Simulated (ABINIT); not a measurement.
**Geometry relaxation, with input and output: Cl (part 1 of 3)**

- system: Cl (Cmce, 4 atoms in the cell)
- method: Kohn-Sham DFT of a periodic cell, PBE, PseudoDojo NC SR PBE v0.4.1 standard (ABINIT 10.8.3)

The structure derives from an entry of the Crystallography Open Database. The run did not end well.

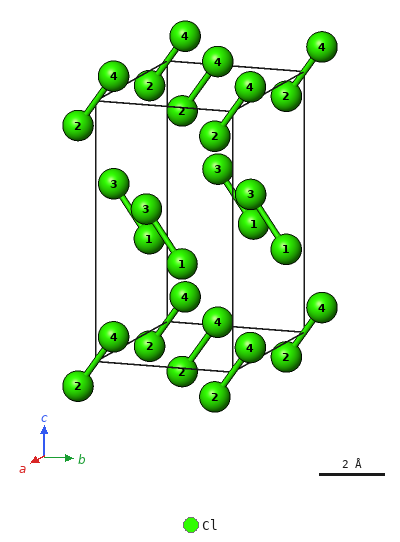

Figure 1. The structure as given in the input (ball-and-stick view of the cell 2 times as large as that of the calculation, set on its symmetry axes, seen slightly off an axis; atoms are numbered from 1 in the order of the input). An atom can appear more than once, as a periodic image. Near neighbours in the periodic cell (some may lie outside the picture): Cl has 1 Cl at 2.02 Å.

Input:
```
# Pseudopotentials
pp_dirpath "./"
pseudos "Cl.upf"

# Structure
acell 7.307530852 7.307530852 15.5146514832
rprim
     0.8132964174    -0.5818495832     0.0000000000
     0.8132964174     0.5818495832     0.0000000000
     0.0000000000     0.0000000000     1.0000000000
ntypat 1
znucl 17
natom 4
typat 1 1 1 1
chkprim 0
chksymtnons 0
tolsym 1.0e-6
xred
   0.3700000000   0.6300000000   0.4000000000
   0.1300000000   0.8700000000   0.9000000000
   0.6300000000   0.3700000000   0.6000000000
   0.8700000000   0.1300000000   0.1000000000

# Plane-wave basis
ecut 29.0
ecutsm 0.5

# k points
kptopt 1
ngkpt 5 5 3
nshiftk 1
shiftk 0.0 0.0 0.0

# Exchange and correlation
ixc 11

# Bands and occupations
nband 18
occopt 3
tsmear 0.00183747

# SCF cycle
nstep 80
tolvrs 1.0e-12

# Output
iomode 3
prteig 0
prtebands 0
prtwf 0
prtden 0

# Relaxation
ionmov 2
optcell 2
ntime 50
tolmxf 2.0e-5
dilatmx 1.08
```

Launched with:
```bash
mpirun --bind-to none -np 4 abinit run.abi > log 2>&1
```

The program's output:
```
.Version 10.8.3 of ABINIT
 Symmetries : space group Cm c a (# 64); Bravais oC (1-face-center ortho.)
================================================================================
 Values of the parameters that define the memory need of the present run
     intxc =       0    ionmov =       2      iscf =       7    lmnmax =       6
     lnmax =       6     mgfft =      90  mpssoang =       3    mqgrid =    4062
     natom =       4  nloc_mem =       1    nspden =       1   nspinor =       1
    nsppol =       1      nsym =       8    n1xccc =    2501    ntypat =       1
    occopt =       3   xclevel =       2
       mpw =        7391          nfft =      144000          nkpt =          18
================================================================================
================================================================================

--------------------------------------------------------------------------------
------------- Echo of variables that govern the present computation ------------
--------------------------------------------------------------------------------
 -outvars: echo values of preprocessed input variables --------
            acell      7.3075308520E+00  7.3075308520E+00  1.5514651483E+01 Bohr
              amu      3.54527000E+01
          chkprim           0
      chksymtnons           0
          dilatmx      1.08000000E+00
             ecut      2.90000000E+01 Hartree
           ecutsm      5.00000000E-01 Hartree
           ionmov           2
              ixc          11
         kptrlatt        5    0    0      0    5    0      0    0    3
          kptrlen      3.65376543E+01
            natom           4
            nband          18
            ngfft          40      40      90
             nkpt          18
            nstep          80
             nsym           8
            ntime          50
           ntypat           1
           occopt           3
          optcell           2
           prtden           0
        prtebands           0
           prteig           0
            prtwf           0
            rprim      8.1329641740E-01 -5.8184958320E-01  0.0000000000E+00
                       8.1329641740E-01  5.8184958320E-01  0.0000000000E+00
                       0.0000000000E+00  0.0000000000E+00  1.0000000000E+00
          spgroup          64
           tolmxf      2.00000000E-05
           tolsym      1.00000000E-06
           tolvrs      1.00000000E-12
           tsmear      1.83747000E-03 Hartree
            typat      1  1  1  1
           xangst      3.1449999979E+00  5.8499999961E-01  3.2839999978E+00
                       3.1449999979E+00  1.6649999989E+00  7.3889999950E+00
                       3.1449999979E+00 -5.8499999961E-01  4.9259999967E+00
                       3.1449999979E+00 -1.6649999989E+00  8.2099999944E-01
            xcart      5.9431886620E+00  1.1054897829E+00  6.2058605933E+00
                       5.9431886620E+00  3.1463939975E+00  1.3963186335E+01
                       5.9431886620E+00 -1.1054897829E+00  9.3087908899E+00
                       5.9431886620E+00 -3.1463939975E+00  1.5514651483E+00
             xred      3.7000000000E-01  6.3000000000E-01  4.0000000000E-01
                       1.3000000000E-01  8.7000000000E-01  9.0000000000E-01
                       6.3000000000E-01  3.7000000000E-01  6.0000000000E-01
                       8.7000000000E-01  1.3000000000E-01  1.0000000000E-01
            znucl       17.00000

================================================================================

 chkinp: Checking input parameters for consistency.

================================================================================
== DATASET  1 ==================================================================

--- !DatasetInfo
iteration_state: {dtset: 1, }
dimensions: {natom: 4, nkpt: 18, mband: 18, nsppol: 1, nspinor: 1, nspden: 1, mpw: 7391, }
cutoff_energies: {ecut:  29.0, pawecutdg:  -1.0, }
electrons: {nelect:   2.80000000E+01, charge:   0.00000000E+00, occopt:   3.00000000E+00, tsmear:   1.83747000E-03, }
meta: {optdriver: 0, ionmov: 2, optcell: 2, iscf: 7, paral_kgb: 0, }
...

 Exchange-correlation functional for the present dataset will be:
  GGA: Perdew-Burke-Ernzerhof functional - ixc=11
  J.P.Perdew, K.Burke, M.Ernzerhof, PRL 77, 3865 (1996)

 Real(R)+Recip(G) space primitive vectors, cartesian coordinates (Bohr,Bohr^-1):
 R(1)=  5.9431887 -4.2518838  0.0000000  G(1)=  0.0841299 -0.1175949  0.0000000
 R(2)=  5.9431887  4.2518838  0.0000000  G(2)=  0.0841299  0.1175949  0.0000000
 R(3)=  0.0000000  0.0000000 15.5146515  G(3)=  0.0000000  0.0000000  0.0644552
 Unit cell volume ucvol=  7.8410265E+02 bohr^3
 Angles (23,13,12)=  9.00000000E+01  9.00000000E+01  7.11614758E+01 degrees

 getcut: wavevector=  0.0000  0.0000  0.0000  ngfft=  40  40  90
         ecut(hartree)=     33.826   => boxcut(ratio)=   2.09136

--- Pseudopotential description ------------------------------------------------
- pspini: atom type   1  psp file is ./Cl.upf
  17.00000   7.00000  171031                  znucl, zion, pspdat
12 -101130 2 -1 1028                          pspcod,pspxc,lmax,lloc,mmax
     nproj     2     2     2

   1.02230970E+03                                ecore*ucvol(ha*bohr**3)
--------------------------------------------------------------------------------

================================================================================

=== [ionmov= 2] Broyden-Fletcher-Goldfarb-Shanno method (forces)
================================================================================

--- Iteration: ( 1/50) Internal Cycle: (1/1)
--------------------------------------------------------------------------------

---SELF-CONSISTENT-FIELD CONVERGENCE--------------------------------------------

--- !BeginCycle
iteration_state: {dtset: 1, itime: 1, icycle: 1, }
solver: {iscf: 7, nstep: 80, nline: 4, wfoptalg: 0, }
tolerances: {tolvrs: 1.00E-12, }
...

     iter   Etot(hartree)      deltaE(h)  residm     vres2
 ETOT  1  -65.559588675206    -6.556E+01 7.906E-02 3.503E+01
 ETOT  2  -65.589537670660    -2.995E-02 5.407E-03 3.384E+00
 ETOT  3  -65.589969028733    -4.314E-04 8.310E-04 2.544E-01
 ETOT  4  -65.590005188837    -3.616E-05 3.626E-04 6.831E-02
 ETOT  5  -65.590010665282    -5.476E-06 1.010E-04 2.339E-03
 ETOT  6  -65.590010782091    -1.168E-07 1.061E-04 1.391E-04
 ETOT  7  -65.590010788658    -6.567E-09 3.077E-05 3.222E-06
 ETOT  8  -65.590010788832    -1.741E-10 3.137E-05 4.428E-07
 ETOT  9  -65.590010788879    -4.670E-11 9.259E-06 7.222E-09
 ETOT 10  -65.590010788882    -2.998E-12 9.277E-06 4.315E-10
 ETOT 11  -65.590010788879     2.899E-12 2.798E-06 9.999E-12
 ETOT 12  -65.590010788881    -2.302E-12 3.429E-06 2.320E-13

 At SCF step   12       vres2   =  2.32E-13 < tolvrs=  1.00E-12 =>converged.

 Cartesian components of stress tensor (hartree/bohr^3)
  sigma(1 1)= -4.24615891E-05  sigma(3 2)=  0.00000000E+00
  sigma(2 2)= -1.35417485E-05  sigma(3 1)=  0.00000000E+00
  sigma(3 3)= -6.75720724E-06  sigma(2 1)=  0.00000000E+00

--- !ResultsGS
iteration_state: {dtset: 1, itime: 1, icycle: 1, }
comment   : Summary of ground state results
lattice_vectors:
- [  5.9431887,  -4.2518838,   0.0000000, ]
- [  5.9431887,   4.2518838,   0.0000000, ]
- [  0.0000000,   0.0000000,  15.5146515, ]
lattice_lengths: [   7.30753,    7.30753,   15.51465, ]
lattice_angles: [ 90.000,  90.000,  71.161, ] # degrees, (23, 13, 12)
lattice_volume:   7.8410265E+02
convergence: {deltae: -2.302E-12, res2:  2.320E-13, residm:  3.429E-06, diffor: null, }
etotal    :  -6.55900108E+01
entropy   :   0.00000000E+00
fermie    :   1.58506136E-02
cartesian_stress_tensor: # hartree/bohr^3
- [ -4.24615891E-05,   0.00000000E+00,   0.00000000E+00, ]
- [  0.00000000E+00,  -1.35417485E-05,   0.00000000E+00, ]
- [  0.00000000E+00,   0.00000000E+00,  -6.75720724E-06, ]
pressure_GPa:   6.1549E-01
xred      :
- [  3.7000E-01,   6.3000E-01,   4.0000E-01, Cl]
- [  1.3000E-01,   8.7000E-01,   9.0000E-01, Cl]
- [  6.3000E-01,   3.7000E-01,   6.0000E-01, Cl]
- [  8.7000E-01,   1.3000E-01,   1.0000E-01, Cl]
cartesian_forces: # hartree/bohr
- [ -2.10231547E-20,  -1.24058244E-03,  -1.35264579E-03, ]
- [  2.10231547E-20,   1.24058244E-03,  -1.35264579E-03, ]
- [  2.10231547E-20,   1.24058244E-03,   1.35264579E-03, ]
- [ -2.10231547E-20,  -1.24058244E-03,   1.35264579E-03, ]
force_length_stats: {min:   1.83540062E-03, max:   1.83540062E-03, mean:   1.83540062E-03, }
...

 Integrated electronic density in atomic spheres:
 ------------------------------------------------
 Atom  Sphere_radius  Integrated_density
    1        2.00000          5.00899757
    2        2.00000          5.00899757
    3        2.00000          5.00899757
    4        2.00000          5.00899757

---OUTPUT-----------------------------------------------------------------------

 Cartesian coordinates (xcart) [bohr]
  5.94318866197157E+00  1.10548978291891E+00  6.20586059328000E+00
  5.94318866197157E+00  3.14639399753843E+00  1.39631863348800E+01
  5.94318866197157E+00 -1.10548978291891E+00  9.30879088992000E+00
  5.94318866197157E+00 -3.14639399753843E+00  1.55146514832000E+00
 Reduced coordinates (xred)
  3.70000000000000E-01  6.30000000000000E-01  4.00000000000000E-01
  1.30000000000000E-01  8.70000000000000E-01  9.00000000000000E-01
  6.30000000000000E-01  3.70000000000000E-01  6.00000000000000E-01
  8.70000000000000E-01  1.30000000000000E-01  1.00000000000000E-01
 Cartesian forces (fcart) [Ha/bohr]; max,rms= 1.35265E-03 1.05967E-03 (free atoms)
 -2.10231546608657E-20 -1.24058244248178E-03 -1.35264579071167E-03
  2.10231546608657E-20  1.24058244248178E-03 -1.35264579071167E-03
  2.10231546608657E-20  1.24058244248178E-03  1.35264579071167E-03
 -2.10231546608657E-20 -1.24058244248178E-03  1.35264579071167E-03
 Gradient of E wrt nuclear positions in reduced coordinates (gred)
 -5.27481236550842E-03  5.27481236550842E-03  2.09858280231090E-02
  5.27481236550842E-03 -5.27481236550842E-03  2.09858280231090E-02
  5.27481236550842E-03 -5.27481236550842E-03 -2.09858280231090E-02
 -5.27481236550842E-03  5.27481236550842E-03 -2.09858280231090E-02
 Scale of Primitive Cell (acell) [bohr]
  7.30753085200000E+00  7.30753085200000E+00  1.55146514832000E+01
 Real space primitive translations (rprimd) [bohr]
  5.94318866197157E+00 -4.25188378045734E+00  0.00000000000000E+00
  5.94318866197157E+00  4.25188378045734E+00  0.00000000000000E+00
  0.00000000000000E+00  0.00000000000000E+00  1.55146514832000E+01
 Unitary Cell Volume (ucvol) [Bohr^3]=  7.84102650318308E+02
 Angles (23,13,12)= [degrees]
  9.00000000000000E+01  9.00000000000000E+01  7.11614757838615E+01
 Lengths [Bohr]
  7.30753085209386E+00  7.30753085209386E+00  1.55146514832000E+01
 Stress tensor in cartesian coordinates (strten) [Ha/bohr^3]
 -4.24615891183797E-05  0.00000000000000E+00  0.00000000000000E+00
  0.00000000000000E+00 -1.35417484941113E-05  0.00000000000000E+00
  0.00000000000000E+00  0.00000000000000E+00 -6.75720724194217E-06
 Total energy (etotal) [Ha]= -6.55900107888811E+01

--- Iteration: ( 2/50) Internal Cycle: (1/1)
--------------------------------------------------------------------------------

---SELF-CONSISTENT-FIELD CONVERGENCE--------------------------------------------

--- !BeginCycle
iteration_state: {dtset: 1, itime: 2, icycle: 1, }
solver: {iscf: 7, nstep: 80, nline: 4, wfoptalg: 0, }
tolerances: {tolvrs: 1.00E-12, }
...

     iter   Etot(hartree)      deltaE(h)  residm     vres2
 ETOT  1  -65.590050843746    -6.559E+01 4.417E-06 1.819E+00
 ETOT  2  -65.590069709354    -1.887E-05 4.806E-06 8.089E-03
 ETOT  3  -65.590070512557    -8.032E-07 1.159E-06 3.906E-03
 ETOT  4  -65.590071017367    -5.048E-07 4.780E-06 1.446E-04
 ETOT  5  -65.590071028613    -1.125E-08 1.191E-06 1.038E-05
 ETOT  6  -65.590071029314    -7.005E-10 4.589E-06 4.888E-07
 ETOT  7  -65.590071029338    -2.379E-11 1.247E-06 3.370E-08
 ETOT  8  -65.590071029342    -4.007E-12 4.450E-06 4.195E-09
 ETOT  9  -65.590071029341     8.100E-13 1.309E-06 5.338E-11
 ETOT 10  -65.590071029343    -1.990E-12 4.320E-06 1.655E-12
 ETOT 11  -65.590071029340     2.416E-12 1.371E-06 4.154E-14

 At SCF step   11       vres2   =  4.15E-14 < tolvrs=  1.00E-12 =>converged.

 Cartesian components of stress tensor (hartree/bohr^3)
  sigma(1 1)= -4.18018364E-05  sigma(3 2)=  0.00000000E+00
  sigma(2 2)= -1.20967648E-05  sigma(3 1)=  0.00000000E+00
  sigma(3 3)= -4.53569896E-06  sigma(2 1)=  0.00000000E+00

--- !ResultsGS
iteration_state: {dtset: 1, itime: 2, icycle: 1, }
comment   : Summary of ground state results
lattice_vectors:
- [  5.9507594,  -4.2536111,   0.0000000, ]
- [  5.9507594,   4.2536111,   0.0000000, ]
- [  0.0000000,   0.0000000,  15.5177966, ]
lattice_lengths: [   7.31469,    7.31469,   15.51780, ]
lattice_angles: [ 90.000,  90.000,  71.114, ] # degrees, (23, 13, 12)
lattice_volume:   7.8557964E+02
convergence: {deltae:  2.416E-12, res2:  4.154E-14, residm:  1.371E-06, diffor: null, }
etotal    :  -6.55900710E+01
entropy   :   0.00000000E+00
fermie    :   1.51599812E-02
cartesian_stress_tensor: # hartree/bohr^3
- [ -4.18018364E-05,   0.00000000E+00,   0.00000000E+00, ]
- [  0.00000000E+00,  -1.20967648E-05,   0.00000000E+00, ]
- [  0.00000000E+00,   0.00000000E+00,  -4.53569896E-06, ]
pressure_GPa:   5.7307E-01
xred      :
- [  3.7015E-01,   6.2985E-01,   3.9991E-01, Cl]
- [  1.2985E-01,   8.7015E-01,   8.9991E-01, Cl]
- [  6.2985E-01,   3.7015E-01,   6.0009E-01, Cl]
- [  8.7015E-01,   1.2985E-01,   1.0009E-01, Cl]
cartesian_forces: # hartree/bohr
- [  2.99553015E-20,  -1.39058733E-03,  -1.09981100E-03, ]
- [ -2.99553015E-20,   1.39058733E-03,  -1.09981100E-03, ]
- [ -2.99553015E-20,   1.39058733E-03,   1.09981100E-03, ]
- [  2.99553015E-20,  -1.39058733E-03,   1.09981100E-03, ]
force_length_stats: {min:   1.77294032E-03, max:   1.77294032E-03, mean:   1.77294032E-03, }
...

 Integrated electronic density in atomic spheres:
 ------------------------------------------------
 Atom  Sphere_radius  Integrated_density
    1        2.00000          5.00618468
    2        2.00000          5.00618468
    3        2.00000          5.00618468
    4        2.00000          5.00618468

---OUTPUT-----------------------------------------------------------------------
```
